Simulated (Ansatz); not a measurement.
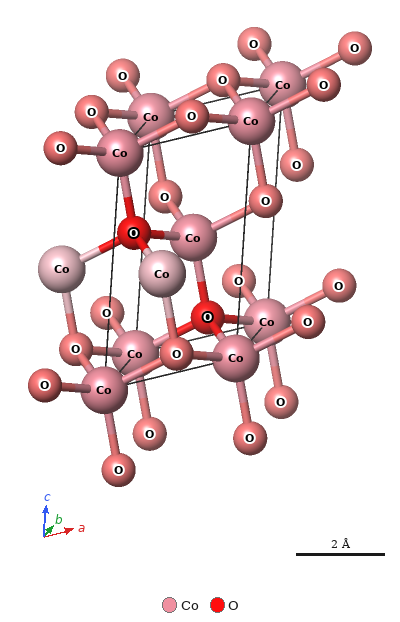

Figure 1. The structure as given in the input (ball-and-stick view of the reduced cell, seen slightly off an axis; neighbours outside the cell are drawn fainter). An atom can appear more than once, as a periodic image. Near neighbours in the periodic cell (some may lie outside the picture): Co has 4 O at 1.91 to 1.96 Å; O has 4 Co at 1.91 to 1.96 Å.

Geometry relaxation, with input and output: CoO (part 1 of 3)

The run: geometry relaxation of CoO (R3m, 4 atoms in the cell). Method and program: DFT PBE, scalar-relativistic, plane waves, PAW, spin-polarised (Ansatz 0.2.0).

The structure derives from a Materials Project entry. Figures and captions count atoms from 1; the log counts them from 0 in places.

What the program printed:
```
basis.fft_grid_basis auto: the FFT boxes are laid along the combinations [[1, -1, 0], [0, 1, 0], [0, -1, 1]] of the cell's own vectors, 3.204, 5.456 and 3.204 Å long. The dense box has 24×40×24 points. Along the cell's own vectors, as sized, it would have 40×40×40, 2.78 times as many. Of the 6 symmetry operations that the crystal satisfies within crystal.symmetry.tolerance (time reversal apart; of a slab, those that keep its plane) the dense box along the cell's own vectors carries 6, and the one as laid loses 4 of those. basis.fft_grid_basis: typed keeps the cell's own vectors: state it where this run's energies or levels are differenced outside the engine with another run's, or held beside a run that keeps those vectors. Those combinations have planes normal to reciprocal vector 3, as the cell's own vectors have. Each planar average written beside output.write_density, output.write_potential has a row for each plane of the box: 24. The volumetric files lie along those combinations, not along the cell's own vectors: a cube or XSF file states them, and fields.json those of NumPy files.
Engine: ansatz 0.2.0, x86_64-unknown-linux-gnu
Pseudopotentials: kind: paw
Pseudopotential: Co, paw, valence charge 17, recommended cutoff 420 eV (normal), Co.paw.azcp
Pseudopotential: O, paw, valence charge 6, recommended cutoff 420 eV (normal), O.paw.azcp
Functional definition: PBE
  parameter kappa = 0.804
  parameter beta = 0.06672455060314922
  exchange = pbe_x(kappa = kappa, mu = beta*pi^2/3)
  correlation = pbe_c(beta = beta)
Crystal: 4 atoms, lattice volume = 45.646 Å³
Basis set: ecut = 420 eV, 911 PW (Γ), FFT grids on a1−a2, a2, −a2+a3, exchange–correlation on 48×80×48 points (8 copies of the dense FFT grid, shifted against one another)
Bands: 31, of which v1, the nominal top of the filled ones, is band 23 counted from 1 (22 counted from 0)
Symmetry: 6 space group operations
Space group: R3m (ITA 160), of the structure as read, at distance tolerance 3.6e-5 Å
Magnetic group: BNS 160.65 (UNI 1295), of the structure as read, at distance tolerance 3.6e-5 Å
k-points: 189 of 1728 (time reversal used)
Non-local potential: Co, projectors of the file, l = 0: 3, l = 1: 2, l = 2: 3, l = 3: 1
Non-local potential: O, projectors of the file, l = 0: 2, l = 1: 2, l = 2: 1
PAW form: soft (Blöchl's): semilocal exchange-correlation on the pseudo side does not see the compensation charge
PAW one-centre angular grid: Co, 590 points (default); XC on 64 Gauss nodes
PAW one-centre angular grid: O, 110 points (default); XC on 64 Gauss nodes
Initial density: superposition of atomic densities (chi_scale 0.1, normalization cell, long waves kept (reshape's long-wave potential 0.00 eV rms))
Starting moments: Σ|m| = 4.86 μB on 4 of 4 sites
Starting magnetic order: compensated ferrimagnet; no operation exchanges its spin sublattices
Initial wavefunctions: pseudopotential atomic-orbital guess
Functional: x = pbe(κ = 0.804, μ = 0.2195149727645171), c = pbe(β = 0.06672455060314922)
SCF iter   1: F=—  HF=-11381.568142 eV  |F-HF|=—  |Δ(HF+E_count)|=         —  Δρ=1.02e-1 (↑1.02e-1 ↓1.02e-1)  dr2=1.41e1  dr2_m=1.47e-1  M=0.002 μB ∫|m|=4.390 μB  β_m=0.30  ethr=3.10e-3  ⟨swp⟩=5.0  Hψ=43626  notcnv=0
Mixer restart at iter 1: flushing history
preconditioner: auto → Kerker (q_TF=auto, 2.732 Å⁻¹)  [metal: Δε(μ)=0.000 eV  Ē_g=10.695 eV  σ=0.010 eV  W_gap=0.01  n_scr=16 (ndim 8)  ℏωp=30.1 eV  f_vac=0.000  D(μ)=7.85/eV (n_scr^D=128)]
spin=Collinear: Kerker preconditioning applied to the charge; magnetization (m = ρ↑ − ρ↓) channel mixes plain (no charge-response kernel on spin).
SCF iter   2: F=—  HF=-11382.097443 eV  |F-HF|=—  |Δ(HF+E_count)|=   5.29e-1  Δρ=4.32e-2 (↑4.31e-2 ↓4.32e-2)  dr2=2.77e0  dr2_m=9.18e-2  M=-0.000 μB ∫|m|=4.461 μB  β_m=0.39  ethr=3.10e-3  ⟨swp⟩=3.0  Hψ=27202  notcnv=0  defer=1093
SCF iter   3: F=—  HF=-11383.669367 eV  |F-HF|=—  |Δ(HF+E_count)|=    1.57e0  Δρ=2.22e-2 (↑2.21e-2 ↓2.22e-2)  dr2=4.64e-1  dr2_m=4.81e-2  M=0.001 μB ∫|m|=4.550 μB  β_m=0.64  ethr=3.10e-3  ⟨swp⟩=2.1  Hψ=18283  notcnv=0  defer=1092
SCF iter   4: F=—  HF=-11384.896808 eV  |F-HF|=—  |Δ(HF+E_count)|=    1.23e0  Δρ=1.75e-2 (↑1.75e-2 ↓1.72e-2)  dr2=2.51e-1  dr2_m=3.28e-2  M=-0.000 μB ∫|m|=4.735 μB  β_m=0.82  ethr=1.01e-3  ⟨swp⟩=2.2  Hψ=20849  notcnv=0  defer=1083
SCF iter   5: F=—  HF=-11385.043750 eV  |F-HF|=—  |Δ(HF+E_count)|=         —  Δρ=9.96e-3 (↑8.15e-3 ↓9.96e-3)  dr2=4.81e-2  dr2_m=2.43e-2  M=-0.000 μB ∫|m|=4.926 μB  β_m=0.82  ethr=5.46e-4  ⟨swp⟩=2.0  Hψ=18263  notcnv=0  defer=1083
Mixer restart at iter 5: flushing history
SCF iter   6: F=—  HF=-11385.050121 eV  |F-HF|=—  |Δ(HF+E_count)|=   6.37e-3  Δρ=4.92e-3 (↑4.92e-3 ↓2.91e-3)  dr2=1.31e-2  dr2_m=3.01e-3  M=0.000 μB ∫|m|=4.944 μB  β_m=0.91  ethr=1.05e-4  ⟨swp⟩=2.1  Hψ=21923  notcnv=0  defer=1083
SCF iter   7: F=—  HF=-11385.054646 eV  |F-HF|=—  |Δ(HF+E_count)|=   4.53e-3  Δρ=4.22e-3 (↑4.22e-3 ↓3.89e-3)  dr2=1.66e-2  dr2_m=1.02e-4  M=-0.000 μB ∫|m|=4.944 μB  β_m=0.74  ethr=2.84e-5  ⟨swp⟩=2.5  Hψ=22783  notcnv=0  defer=1083
SCF iter   8: F=—  HF=-11385.051343 eV  |F-HF|=—  |Δ(HF+E_count)|=   3.30e-3  Δρ=1.02e-3 (↑7.69e-4 ↓1.02e-3)  dr2=1.23e-3  dr2_m=2.24e-5  M=0.000 μB ∫|m|=4.946 μB  β_m=0.80  ethr=2.84e-5  ⟨swp⟩=2.5  Hψ=23451  notcnv=0  defer=1083
SCF iter   9: F=—  HF=-11385.051796 eV  |F-HF|=—  |Δ(HF+E_count)|=   4.53e-4  Δρ=5.53e-4 (↑5.53e-4 ↓5.01e-4)  dr2=4.19e-4  dr2_m=3.49e-6  M=-0.000 μB ∫|m|=4.945 μB  β_m=0.80  ethr=2.68e-6  ⟨swp⟩=2.5  Hψ=20938  notcnv=0  defer=1082
SCF iter  10: F=—  HF=-11385.051937 eV  |F-HF|=—  |Δ(HF+E_count)|=   1.41e-4  Δρ=4.35e-4 (↑3.61e-4 ↓4.35e-4)  dr2=1.12e-4  dr2_m=3.18e-6  M=0.000 μB ∫|m|=4.944 μB  β_m=0.68  ethr=9.12e-7  ⟨swp⟩=2.0  Hψ=21715  notcnv=0  defer=1082
SCF iter  11: F=—  HF=-11385.051922 eV  |F-HF|=—  |Δ(HF+E_count)|=   1.47e-5  Δρ=1.41e-4 (↑1.36e-4 ↓1.41e-4)  dr2=1.41e-5  dr2_m=1.10e-7  M=0.000 μB ∫|m|=4.944 μB  β_m=0.84  ethr=2.43e-7  ⟨swp⟩=2.6  Hψ=20121  notcnv=0  defer=1082
SCF iter  12: F=—  HF=-11385.051802 eV  |F-HF|=—  |Δ(HF+E_count)|=   1.20e-4  Δρ=2.97e-5 (↑2.74e-5 ↓2.97e-5)  dr2=6.26e-7  dr2_m=6.23e-8  M=0.000 μB ∫|m|=4.945 μB  β_m=0.85  ethr=3.06e-8  ⟨swp⟩=2.0  Hψ=20412  notcnv=0  defer=1082
SCF iter  13: F=—  HF=-11385.051802 eV  |F-HF|=—  |Δ(HF+E_count)|=   1.26e-8  Δρ=8.72e-6 (↑6.24e-6 ↓8.72e-6)  dr2=5.86e-8  dr2_m=1.85e-9  M=0.000 μB ∫|m|=4.944 μB  β_m=0.92  ethr=1.36e-9  ⟨swp⟩=2.7  Hψ=19362  notcnv=0  defer=1082
SCF iter  14: F=-11385.051802 eV  HF=-11385.051802 eV  |F-HF|=7.66e-9  |Δ(HF+E_count)|=   2.40e-8  Δρ=3.29e-6 (↑3.29e-6 ↓2.32e-6)  dr2=1.15e-8  dr2_m=2.86e-10  M=0.000 μB ∫|m|=4.944 μB  ethr=1.27e-10  ⟨swp⟩=11.3  Hψ=77737  notcnv=0
SCF 1 converged in 14 iterations: F = -11385.051802 eV  dr2 = 1.15e-8
  greatest PAW one-centre occupation: 1.003 electrons in one spin orbital (limit 2), on the Co atom at site 1 (counted from 0), in its partial waves of l = 1
relax step   1: F+E_penalty+E_count = -11385.05180195 eV  Δ(F+E_penalty+E_count) = +0.000e0 eV  max|allowed force component| = 1.403e-1 eV/Å  Δτ_max = 0.0000 Å  P = -0.890 GPa  Ω = 45.646 Å³  (14 SCF iters, dr2 threshold 1.00e-7 eV, accepted)
Crystal: 4 atoms, lattice volume = 45.528 Å³
Basis set: ecut = 420 eV, 905 PW (Γ), FFT grids on a1−a2, a2, −a2+a3, exchange–correlation on 48×80×48 points (8 copies of the dense FFT grid, shifted against one another)
Initial density: handed on by an earlier stage of this run
Starting moments: Σ|m| = 4.86 μB on 4 of 4 sites; this step starts from the density that it was given
Initial wavefunctions: those handed on with the density
iter 1 solved again at ethr=3.18e-8 eV; its pass at ethr=3.10e-3 eV (dr2=1.46e-5 eV) is discarded
SCF iter   1: F=—  HF=-11385.053748 eV  |F-HF|=—  |Δ(HF+E_count)|=         —  Δρ=4.72e-4 (↑4.72e-4 ↓4.61e-4)  dr2=2.27e-5  dr2_m=7.58e-5  M=0.000 μB ∫|m|=4.932 μB  β_m=0.65  ethr=3.18e-8  ⟨swp⟩=3.0  Hψ=63771  notcnv=0
preconditioner: auto → none  [insulator: Δε(μ)=0.044 eV  Ē_g=11.123 eV  σ=0.010 eV  W_gap=1.00  n_scr=16 (ndim 8)  ℏωp=30.1 eV  f_vac=0.031  D(μ)=0.00/eV (n_scr^D=0)  ε∞_Penn≈8.3]
SCF iter   2: F=—  HF=-11385.053793 eV  |F-HF|=—  |Δ(HF+E_count)|=   4.58e-5  Δρ=2.26e-4 (↑2.16e-4 ↓2.26e-4)  dr2=2.72e-5  dr2_m=1.01e-5  M=0.000 μB ∫|m|=4.932 μB  β_m=0.55  ethr=3.18e-8  ⟨swp⟩=2.0  Hψ=21582  notcnv=0
SCF iter   3: F=—  HF=-11385.053830 eV  |F-HF|=—  |Δ(HF+E_count)|=   3.66e-5  Δρ=1.87e-4 (↑1.87e-4 ↓1.72e-4)  dr2=8.55e-6  dr2_m=8.68e-6  M=0.000 μB ∫|m|=4.931 μB  β_m=0.55  ethr=3.18e-8  ⟨swp⟩=2.0  Hψ=21596  notcnv=0
SCF iter   4: F=—  HF=-11385.053836 eV  |F-HF|=—  |Δ(HF+E_count)|=   6.19e-6  Δρ=4.63e-5 (↑4.24e-5 ↓4.63e-5)  dr2=1.05e-6  dr2_m=4.75e-7  M=0.000 μB ∫|m|=4.930 μB  β_m=0.77  ethr=1.86e-8  ⟨swp⟩=2.5  Hψ=19467  notcnv=0
SCF iter   5: F=—  HF=-11385.053839 eV  |F-HF|=—  |Δ(HF+E_count)|=   3.23e-6  Δρ=2.31e-5 (↑2.31e-5 ↓1.72e-5)  dr2=3.33e-7  dr2_m=4.43e-8  M=0.000 μB ∫|m|=4.930 μB  β_m=0.71  ethr=2.29e-9  ⟨swp⟩=2.0  Hψ=19467  notcnv=0
SCF iter   6: F=—  HF=-11385.053840 eV  |F-HF|=—  |Δ(HF+E_count)|=   3.19e-8  Δρ=1.71e-5 (↑1.05e-5 ↓1.71e-5)  dr2=1.94e-7  dr2_m=1.68e-8  M=0.000 μB ∫|m|=4.930 μB  β_m=0.59  ethr=7.24e-10  ⟨swp⟩=2.0  Hψ=20223  notcnv=0
SCF iter   7: F=-11385.053839 eV  HF=-11385.053840 eV  |F-HF|=9.19e-8  |Δ(HF+E_count)|=   2.15e-9  Δρ=1.13e-5 (↑5.72e-6 ↓1.13e-5)  dr2=1.03e-7  dr2_m=6.76e-9  M=0.000 μB ∫|m|=4.930 μB  ethr=4.23e-10  ⟨swp⟩=6.0  Hψ=64289  notcnv=0
SCF 2 converged in 7 iterations: F = -11385.053839 eV  dr2 = 1.03e-7
[... from here on the iterations of each SCF are left out, up to the last one ...]
relax step   2: F+E_penalty+E_count = -11385.05383941 eV  Δ(F+E_penalty+E_count) = -2.037e-3 eV  max|allowed force component| = 1.073e-1 eV/Å  Δτ_max = 0.0002 Å  P = -0.541 GPa  Ω = 45.528 Å³  energy of the carried Pulay correction = +4.864e-4 eV  (7 SCF iters, dr2 threshold 4.00e-7 eV, accepted)
Crystal: 4 atoms, lattice volume = 45.363 Å³
Basis set: ecut = 420 eV, 899 PW (Γ), FFT grids on a1−a2, a2, −a2+a3, exchange–correlation on 48×80×48 points (8 copies of the dense FFT grid, shifted against one another)
WARN: the translation (0.5, 0.5, 0.5) carries every atom to within crystal.symmetry.tolerance of an atom of its element with the starting moment reversed, but both spin channels are solved: site 0 translated lies 3.12e-6 (fractional; 2.75e-5 Å) from site 1 (counted from 0 in this solve's list of atoms, which can differ from the deck's where the deck declares a space group, asks for a supercell or sets defects), and one channel is solved only where every such distance is under 5.68e-14 (fractional). A two-channel solve makes about twice the Hamiltonian applications of a one-channel solve. Where the deck types every atom, coordinates typed digit for digit as the partner's plus the translation, between 0 and 1 (0.2553 and 0.7553), lie under that distance; relaxed ones, or ones converted from Cartesian, may not. crystal.symmetry.spin_inversion_symmetry: false solves both channels without this notice (see the input reference for what else it changes)
preconditioner: auto → none  [insulator: Δε(μ)=0.032 eV  Ē_g=11.147 eV  σ=0.010 eV  W_gap=0.98  n_scr=16 (ndim 8)  ℏωp=30.2 eV  f_vac=0.031  D(μ)=0.01/eV (n_scr^D=0)  ε∞_Penn≈8.3]
SCF 3 converged in 8 iterations: F = -11385.055913 eV  dr2 = 1.21e-7
relax step   3: F+E_penalty+E_count = -11385.05591336 eV  Δ(F+E_penalty+E_count) = -2.074e-3 eV  max|allowed force component| = 7.447e-3 eV/Å  Δτ_max = 0.0017 Å  P = -0.030 GPa  Ω = 45.363 Å³  energy of the carried Pulay correction = +1.168e-3 eV  (8 SCF iters, dr2 threshold 4.00e-7 eV, accepted)
Crystal: 4 atoms, lattice volume = 45.349 Å³
the translation (0.5, 0.5, 0.5) carries every atom to within crystal.symmetry.tolerance of an atom of its element with the starting moment reversed, but both spin channels are solved: site 3 translated lies 2.85e-6 (fractional; 2.51e-5 Å) from site 2 (counted from 0 in this solve's list of atoms, which can differ from the deck's where the deck declares a space group, asks for a supercell or sets defects), and one channel is solved only where every such distance is under 5.68e-14 (fractional). A two-channel solve makes about twice the Hamiltonian applications of a one-channel solve. Where the deck types every atom, coordinates typed digit for digit as the partner's plus the translation, between 0 and 1 (0.2553 and 0.7553), lie under that distance; relaxed ones, or ones converted from Cartesian, may not. crystal.symmetry.spin_inversion_symmetry: false solves both channels without this notice (see the input reference for what else it changes)
preconditioner: auto → none  [insulator: Δε(μ)=0.051 eV  Ē_g=11.153 eV  σ=0.010 eV  W_gap=1.00  n_scr=16 (ndim 8)  ℏωp=30.2 eV  f_vac=0.031  D(μ)=0.00/eV (n_scr^D=0)  ε∞_Penn≈8.3]
SCF 4 converged in 8 iterations: F = -11385.056010 eV  dr2 = 5.38e-10
relax step   4: F+E_penalty+E_count = -11385.05600974 eV  Δ(F+E_penalty+E_count) = -9.638e-5 eV  max|allowed force component| = 8.155e-3 eV/Å  Δτ_max = 0.0005 Å  P = +0.023 GPa  Ω = 45.349 Å³  energy of the carried Pulay correction = +1.228e-3 eV  (8 SCF iters, dr2 threshold 1.94e-8 eV, accepted)
Crystal: 4 atoms, lattice volume = 45.360 Å³
the translation (0.5, 0.5, 0.5) carries every atom to within crystal.symmetry.tolerance of an atom of its element with the starting moment reversed, but both spin channels are solved: site 0 translated lies 5.97e-7 (fractional; 5.27e-6 Å) from site 1 (counted from 0 in this solve's list of atoms, which can differ from the deck's where the deck declares a space group, asks for a supercell or sets defects), and one channel is solved only where every such distance is under 5.68e-14 (fractional). A two-channel solve makes about twice the Hamiltonian applications of a one-channel solve. Where the deck types every atom, coordinates typed digit for digit as the partner's plus the translation, between 0 and 1 (0.2553 and 0.7553), lie under that distance; relaxed ones, or ones converted from Cartesian, may not. crystal.symmetry.spin_inversion_symmetry: false solves both channels without this notice (see the input reference for what else it changes)
preconditioner: auto → none  [insulator: Δε(μ)=0.054 eV  Ē_g=11.152 eV  σ=0.010 eV  W_gap=1.00  n_scr=16 (ndim 8)  ℏωp=30.2 eV  f_vac=0.031  D(μ)=0.00/eV (n_scr^D=0)  ε∞_Penn≈8.3]
SCF 5 converged in 8 iterations: F = -11385.055978 eV  dr2 = 8.34e-11
relax step   5: F+E_penalty+E_count = -11385.05597842 eV  Δ(F+E_penalty+E_count) = +3.132e-5 eV  max|allowed force component| = 1.417e-3 eV/Å  Δτ_max = 0.0008 Å  P = -0.003 GPa  Ω = 45.360 Å³  energy of the carried Pulay correction = +1.180e-3 eV  (8 SCF iters, dr2 threshold 4.16e-9 eV, accepted)
Initial wavefunctions: pseudopotential atomic-orbital guess (no wavefunctions were taken with the density)
the translation (0.5, 0.5, 0.5) carries every atom to within crystal.symmetry.tolerance of an atom of its element with the starting moment reversed, but both spin channels are solved: site 0 translated lies 5.97e-7 (fractional; 5.27e-6 Å) from site 1 (counted from 0 in this solve's list of atoms, which can differ from the deck's where the deck declares a space group, asks for a supercell or sets defects), and one channel is solved only where every such distance is under 5.68e-14 (fractional). A two-channel solve makes about twice the Hamiltonian applications of a one-channel solve. Where the deck types every atom, coordinates typed digit for digit as the partner's plus the translation, between 0 and 1 (0.2553 and 0.7553), lie under that distance; relaxed ones, or ones converted from Cartesian, may not. crystal.symmetry.spin_inversion_symmetry: false solves both channels without this notice (see the input reference for what else it changes)
preconditioner: auto → none  [insulator: Δε(μ)=0.052 eV  Ē_g=11.152 eV  σ=0.010 eV  W_gap=1.00  n_scr=16 (ndim 8)  ℏωp=30.2 eV  f_vac=0.031  D(μ)=0.00/eV (n_scr^D=0)  ε∞_Penn≈8.3]
SCF 6 converged in 10 iterations: F = -11385.054883 eV  dr2 = 2.02e-12
relax step   6: F+E_penalty+E_count = -11385.05488260 eV  Δ(F+E_penalty+E_count) = +1.096e-3 eV  max|allowed force component| = 1.354e-3 eV/Å  Δτ_max = 0.0000 Å  P = -0.042 GPa  Ω = 45.360 Å³  stress off target by 9.54e-2 GPa  SCF on the basis re-selected at this cell (its energy is not comparable with the rows above)  (10 SCF iters)
basis re-selected at this cell: Δ(F+E_penalty+E_count) = +1.096e-3 eV, ΔP = -0.039 GPa vs the last step (what re-selecting the basis moved, of the pressure what is left beyond the Pulay correction that the steps carried, after the strain that the cell walked since its last selection, with what the two solves' SCF thresholds leave and, on support functions, any second-order correction that the steps lacked; it is no measure of the basis error at this ecutwfc). This SCF's stress stands 9.54e-2 GPa from its target on what of the cell is left free (relax.cell.stress_tol is 5.00e-2 GPa) and its largest allowed force component is 1.35e-3 eV/Å (relax.f_tol is 5.00e-3 eV/Å): not within both, so this SCF does not close the relaxation
Crystal: 4 atoms, lattice volume = 45.344 Å³
the translation (0.5, 0.5, 0.5) carries every atom to within crystal.symmetry.tolerance of an atom of its element with the starting moment reversed, but both spin channels are solved: site 2 translated lies 5.95e-7 (fractional; 5.26e-6 Å) from site 3 (counted from 0 in this solve's list of atoms, which can differ from the deck's where the deck declares a space group, asks for a supercell or sets defects), and one channel is solved only where every such distance is under 5.68e-14 (fractional). A two-channel solve makes about twice the Hamiltonian applications of a one-channel solve. Where the deck types every atom, coordinates typed digit for digit as the partner's plus the translation, between 0 and 1 (0.2553 and 0.7553), lie under that distance; relaxed ones, or ones converted from Cartesian, may not. crystal.symmetry.spin_inversion_symmetry: false solves both channels without this notice (see the input reference for what else it changes)
preconditioner: auto → none  [insulator: Δε(μ)=0.051 eV  Ē_g=11.154 eV  σ=0.010 eV  W_gap=1.00  n_scr=16 (ndim 8)  ℏωp=30.2 eV  f_vac=0.031  D(μ)=0.00/eV (n_scr^D=0)  ε∞_Penn≈8.3]
SCF 7 converged in 7 iterations: F = -11385.054952 eV  dr2 = 2.77e-9
```
